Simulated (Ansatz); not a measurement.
```xyz
23
Lattice="0.0000 5.2991 5.2991 5.2991 0.0000 5.2991 5.2991 5.2991 0.0000" Properties=species:S:1:pos:R:3 pbc="T T T"
Ca    0.0037    0.0037    0.0037
F     1.3248    1.3248    1.3248
F     3.9743    3.9743    6.6007
Ca    2.6458    2.6458    0.0037
F     3.9743    3.9743    1.3480
F     6.6239    6.6239    3.9731
Ca    2.6459    0.0037    2.6459
F     3.9743    1.3480    3.9743
F     6.6239    3.9731    6.6239
Ca    5.2952    2.6535    2.6535
F     6.6007    3.9743    3.9743
F     9.2747    6.6239    6.6239
Ca    0.0037    2.6459    2.6459
F     1.3480    3.9743    3.9743
F     3.9731    6.6239    6.6239
Ca    2.6535    5.2952    2.6535
F     3.9743    6.6007    3.9743
F     6.6239    9.2747    6.6239
Ca    2.6535    2.6535    5.2952
F     6.6239    6.6239    9.2747
Ca    5.2952    5.2952    5.2952
F     6.6239    6.6239    6.6239
F     9.2734    9.2734    9.2734
```

PAW files of the earlier set (soft_1); spin-polarised.

All numbers below come from DFT PBE-D3(BJ), scalar-relativistic, plane waves, PAW in Ansatz.

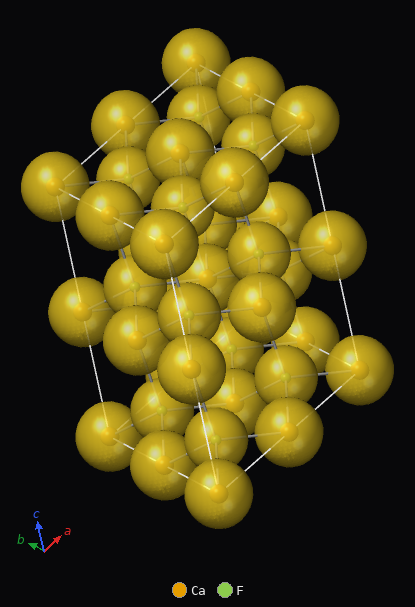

Ca₈F₁₅ (cell with a defect). Isosurface of the valence electron density at 0.4 e/Å³ (yellow), seen slightly off an axis. Sticks mark near contacts.

Core electrons are frozen (PAW), and the valence fields are smoothed inside the atomic spheres.

Q: Which contacts does the surface bridge?

A: At this value the density breaks into separate islands; it holds about 85 % of the electrons treated as valence (semicore included). It bridges none of the near contacts. It is pinched off along the sampled Ca–F (2.28 Å) contacts. On the grid the lowest density along these lines, outside the cores, is 0.27 e/Å³ (Ca–F, 2.28 Å).
